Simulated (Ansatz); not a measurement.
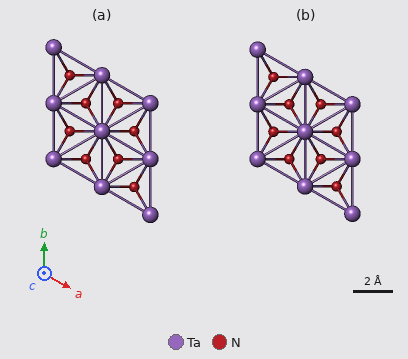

The structure of crystalline TaN (set up in P6_3/mmc) before (left) and after (right) a relaxation, at one scale.

Style: ball-and-stick. Shown: the cell of the calculation, repeated 2 × 2 × 1 with one cell outlined, along the c axis.

The run lets cell and atoms move.

The calculation used Ansatz 0.2.0, Kohn-Sham DFT of a periodic cell, LDA, Ansatz PAW.

Input
```yaml
crystal:
  lattice:
    - [2.9217699809, 0.0, 0.0]
    - [-1.4608849905, 2.5303270275, 0.0]
    - [0.0, 0.0, 5.916515]
  atoms:
    - { symbol: Ta, position: [0.0, 0.0, 0.5] }
    - { symbol: Ta, position: [0.0, 0.0, 0.0] }
    - { symbol: "N", position: [0.3333333333, 0.6666666667, 0.25] }
    - { symbol: "N", position: [0.6666666667, 0.3333333333, 0.75] }
hamiltonian:
  xc: lda
  pseudopotentials: { kind: paw }
kpoints:
  mp_grid: { grid: [7, 7, 4] }
scf:
  occupations: { method: fermi_dirac, width: 0.05 }
output:
  forces: true
  stress: true
  eigenvalues: true
relax:
  f_tol: 0.01
  max_steps: 40
  cell: { stress_tol: 0.05, p_target: 2.0 }
```

Run as
```bash
ansatz run input.yaml --threads 2 --pin off --max-ram 5632MiB --backend cpu --events-out ev --progress --plain --runs-dir out
```

Describe what moved and what it gained.

Answer. No atom moves by more than 0.005 Å relative to the cell. Cell: a = b 2.922 → 2.863 Å (−2.0 %), c 5.917 → 5.823 Å (−1.6 %). Volume −5.5 %. Among the contacts that change: Ta–Ta 2.922 → 2.863 Å, Ta–Ta 2.958 → 2.911 Å, N–Ta 2.244 → 2.203 Å. The space group stays P6_3/mmc (No. 194). Over 4 accepted moves (7 points after the start) the energy falls by 0.119 eV per cell of the calculation. With the target pressure of 2 GPa, the enthalpy E + pV changes by −0.149 eV per cell of the calculation. All forces vanish by symmetry, so only the cell relaxes. The pressure goes from −16.94 to 2.00 GPa. The line search rejected the trial step at point 1 of the run. The SCF was repeated twice at an unchanged geometry on a basis and grid sized afresh for the cell, which shifted the energy by 6.7 meV per cell of the calculation at most.
